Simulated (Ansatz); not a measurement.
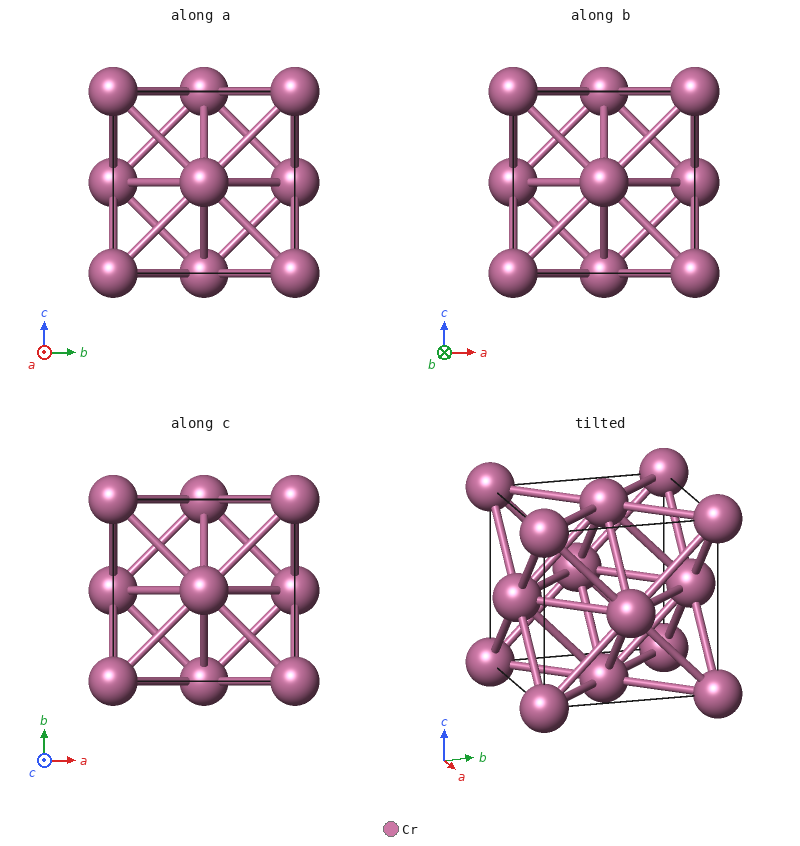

We look at a ball-and-stick model of the crystal along the a axis, along the b axis, along the c axis and slightly off an axis. One conventional unit cell is framed, with atoms on its boundary repeated.

Lattice parameters: a = 3.648 Å, b = 3.648 Å, c = 3.648 Å, α = 90.00°, β = 90.00°, γ = 90.00°. Put a along x and b in the xy plane.

### Transcribe the picture into a POSCAR file.

```
Cr
1.0
     3.648    0.000    0.000
     0.000    3.648    0.000
     0.000    0.000    3.648
Cr
4
Direct
  0.0000 0.0000 0.0000
  0.0000 0.5000 0.5000
  0.5000 0.0000 0.5000
  0.5000 0.5000 0.0000
```

Origin of the cell: a structure type filled with this element by a generator (whether the element takes this form wasn't checked). Earlier steps of the study may have refined or changed the cell and positions. Ansatz was used for an electronic-structure calculation on it.
